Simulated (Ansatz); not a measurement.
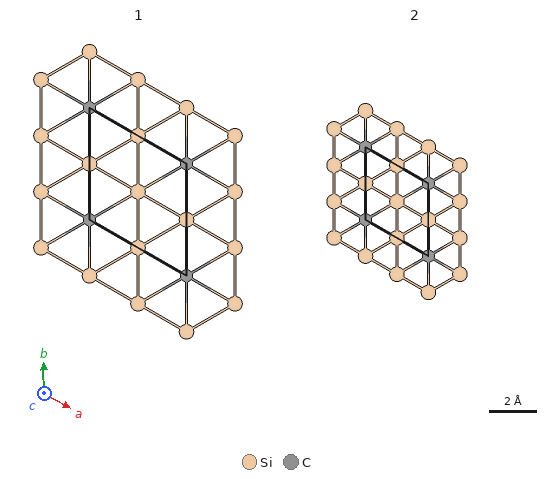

Two geometries of crystalline Si3C (a generated structure, set up in P6/mmm) (coarse preliminary run), drawn at one scale. One is the start of a relaxation, the other its converged end. The picture is a ball-and-stick view of the cell of the calculation, seen along the c axis.

The calculation used DFT PBE, scalar-relativistic, plane waves, PAW (Ansatz). Set-up: plane-wave cutoff 420 eV; k-point mesh 6 × 6 × 4; occupations gaussian; smearing width 0.1 eV; no spin polarisation; cell and atoms relaxed; force threshold 0.04 eV/Å; at most 70 steps.

Q: Which one is relaxed?

A: Structure 1 is the relaxed one. The energy falls by 49.849 eV per cell of the calculation in 20 accepted moves (22 points after the start). All forces vanish by symmetry, so only the cell relaxes. The pressure goes from 483.98 to 0.15 GPa. At 2 points the geometry stayed and the basis and grid were re-selected for the new cell (energy shift of 0.863 eV per cell of the calculation at most each time). No atom moves by more than 0.005 Å relative to the cell. The drawn cell changes as follows: a = b 3.153 → 4.861 Å (+54.1 %), c 4.443 → 2.501 Å (−43.7 %); the volume changes by +33.8 %. Near-neighbour distances that change, for instance: Si–Si 4.443 → 2.501 Å, Si–Si 2.731 → 4.209 Å, C–Si 1.577 → 2.430 Å, Si–Si 1.577 → 2.430 Å. The space group stays P6/mmm (No. 191). The run took 13 s on 1 thread of Intel(R) Xeon(R) 6975P-C (Granite Rapids) (shared host), peak memory 0.35 GiB.
